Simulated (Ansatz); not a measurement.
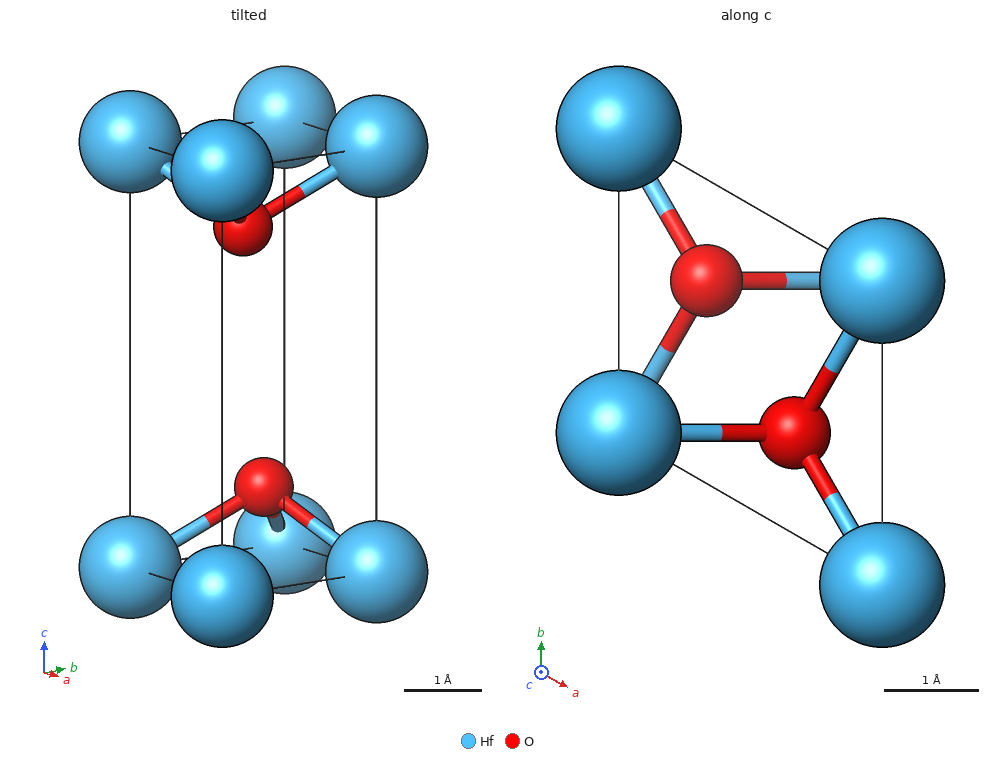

Drawn in the ball-and-stick manner and seen slightly off an axis and along the c axis. The parallelepiped is the conventional unit cell.

HfO2, cadmium iodide (CdI₂, 1T) type, space group P-3m1 (No. 164), a = 3.252 Å, b = 3.252 Å, c = 5.602 Å, α = 90.00°, β = 90.00°, γ = 120.00°. The structure comes from a structure type filled with these elements by a generator (whether the compound takes this form wasn't checked). Earlier steps of the study may have refined or changed the cell and positions. It went into a calculation with Ansatz.

This one geometry was computed with Ansatz (DFT, plane waves, PAW) at six levels of theory: LDA, PBE, PBE with spin-orbit coupling, r2SCAN, PBEsol and HSE06.

Question: Which level gives the highest pressure at this volume, and what does that say about its equilibrium volume?

Answer: Highest: PBE (0.0 GPa) and PBE with spin-orbit coupling (-0.2 GPa), which points to the largest equilibrium volume. Lowest, with the smallest volume: LDA (-8.1 GPa). Levels within 0.5 GPa of each other can't be told apart.

Question: How does the band gap change with the level of theory?

Answer: LDA: a gap of 4.60 eV on the k-mesh; PBEsol: a gap of 4.69 eV on the k-mesh; PBE with spin-orbit coupling: a gap of 4.75 eV on the k-mesh; PBE: a gap of 4.76 eV, indirect; r2SCAN: a gap of 5.28 eV on the k-mesh; HSE06: a gap of 6.41 eV on the k-mesh.

Question: Collect the results in a table.

Answer:
| level | cutoff (eV) | k-mesh of the run's cell | gap (eV) | pressure (GPa) |
| --- | --- | --- | --- | --- |
| LDA | 420 | 12×12×6 | 4.60 | -8.1 |
| PBE | 420 | 12×12×6 | 4.76 | 0.0 |
| PBE with spin-orbit coupling | 420 | 12×12×6 | 4.75 | -0.2 |
| r2SCAN | 500 | 12×12×6 | 5.28 | -3.4 |
| PBEsol | 420 | 12×12×6 | 4.69 | -4.2 |
| HSE06 | 420 | 6×6×4 | 6.41 | -3.4 |

Gaps are taken on the k-mesh or band path of each run.
